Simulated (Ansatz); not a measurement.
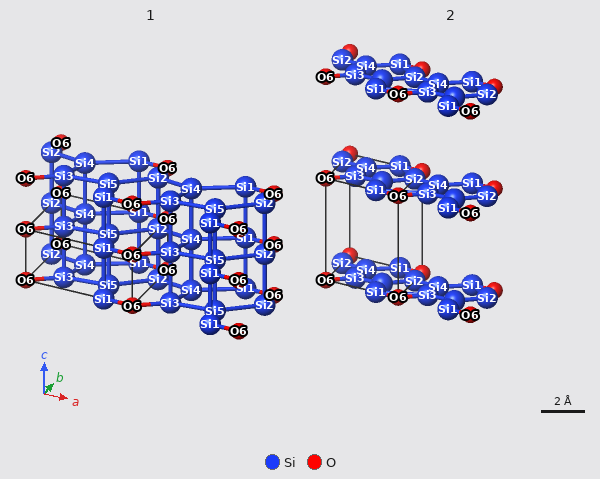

Two geometries of a crystal of Si₅O (a generated structure, set up in P-62m) (coarse preliminary run), drawn at one scale. One is the start of a relaxation, the other its converged end. A ball-and-stick model of the cell of the calculation, repeated 2 × 1 × 2 with one cell outlined, seen slightly off an axis.

Method: Ansatz, DFT PBE, scalar-relativistic, plane waves, PAW. (plane-wave cutoff 420 eV; k-point mesh 6 × 6 × 4; occupations gaussian; smearing width 0.1 eV; no spin polarisation; cell and atoms relaxed; force threshold 0.04 eV/Å; at most 70 steps)

**Which geometry has the lower energy?**

Structure 1 is the relaxed one. After 25 accepted moves (28 points after the start) the energy has fallen by 7546 meV per atom. The largest force component goes from 14 to 0.0095 eV/Å. The pressure goes from 205.39 to 0.08 GPa. The line search rejected the trial step at point 24 of the run. At 2 points the geometry stayed and the basis and grid were re-selected for the new cell (energy shift of 151 meV per atom at most each time). The largest moves relative to the cell, 0.27 Å, are those of Si1, Si2 and Si3. Si3 goes along [−1 −1 0]. O stays in place. The volume changes by +8.4 %, with a = b 4.683 → 6.897 Å (+47.3 %), c 4.909 → 2.453 Å (−50.0 %). Among the contacts that change: Si1–Si1 4.909 → 2.453 Å, Si1–Si2 2.816 → 4.420 Å, Si1–Si4 3.062 → 4.392 Å, Si4–Si5 2.704 → 3.982 Å. Among the angles between lasting bonds that change: Si4–Si2–Si5 112.5° → 102.6°, Si4–Si2–O6 123.8° → 128.7°. The space group stays P-62m (No. 189). Cost: 3.8 min on 1 thread of Intel(R) Xeon(R) Processor @ 2.50GHz (Skylake/Cascade Lake), on a shared host, peak memory 0.36 GiB.
